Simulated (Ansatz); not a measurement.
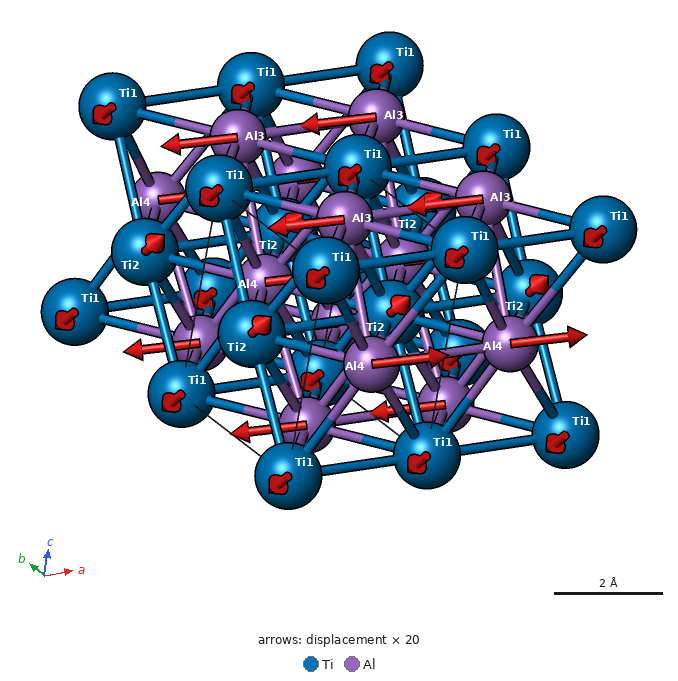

A relaxation of solid TiAl (set up in P-1). The starting structure is drawn; red arrows show the displacements, magnified 20 times.

A ball-and-stick model of the cell of the calculation, repeated 2 × 2 × 1 with one cell outlined, seen slightly off an axis.

Case: a zone-boundary wave of random shape, sigma 0.05 Å; relaxed back.

Level of theory: DFT PBE, scalar-relativistic, plane waves, PAW in Ansatz. Set-up: plane-wave cutoff 420 eV; k-point mesh 12 × 8 × 8; occupations gaussian; smearing width 0.15 eV; no spin polarisation; atoms relaxed in a fixed cell; force threshold 0.01 eV/Å; at most 80 steps.

What did the optimiser do to the structure, and how much energy did it gain?

The energy falls by 36.6 meV per cell of the calculation in 2 accepted moves (3 points after the start). Largest force component: 0.31 eV/Å at the start, 0.005 eV/Å at the end. 1 step only repeated the SCF at the same geometry. The largest moves, 0.073 Å, are those of Al3 and Al4. Al4 goes roughly along [3 −1 0]. Largest moves by element: Al 0.073 Å, Ti 0.037 Å. The cell doesn't change. Near-neighbour distances that change, for instance: Ti1–Al4 2.934 → 2.852 Å, Ti1–Al4 (another image) 2.772 → 2.853 Å, Ti1–Al3 2.884 → 2.852 Å, Ti1–Al3 (another image) 2.822 → 2.853 Å. The space group (tolerance 0.01 Å) goes from P-1 (No. 2) to P4/mmm (No. 123). The run took 3.3 min on 1 thread of Intel(R) Xeon(R) Processor @ 2.50GHz (Skylake/Cascade Lake), with other jobs on the host, peak memory 0.68 GiB.
